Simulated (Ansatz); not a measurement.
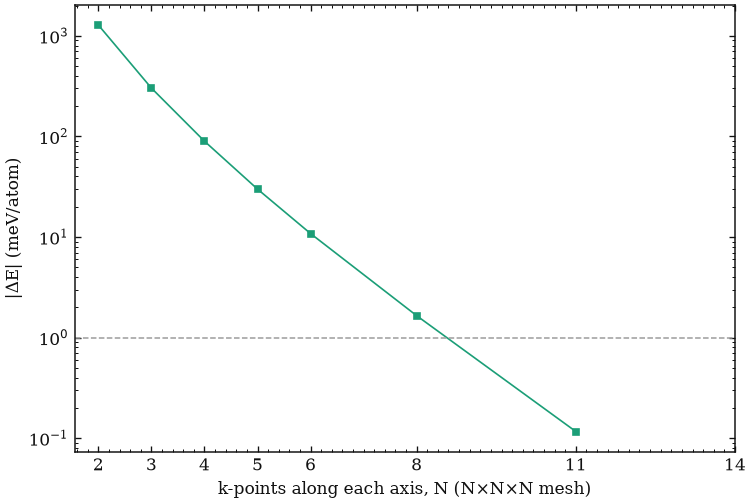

Scan of the k-point mesh.
- system: Si (Fd-3m, 2 atoms in the cell)
- method: DFT, r2SCAN, plane waves (500 eV) with PAW, scalar-relativistic (Ansatz 0.2.0); Fermi–Dirac smearing of 0.05 eV
ΔE is the free energy less its value at the densest setting, 14×14×14.
Dashed lines or grey bands mark the tolerance: 1 meV/atom.

> From which setting is the free energy converged to 1 meV/atom?

The free energy is within 1 meV/atom of the densest setting's value from 11×11×11 on. It is off by 1300 meV/atom at 2×2×2, 30 meV/atom at 5×5×5 and 1.6 meV/atom at 8×8×8 (always above it).
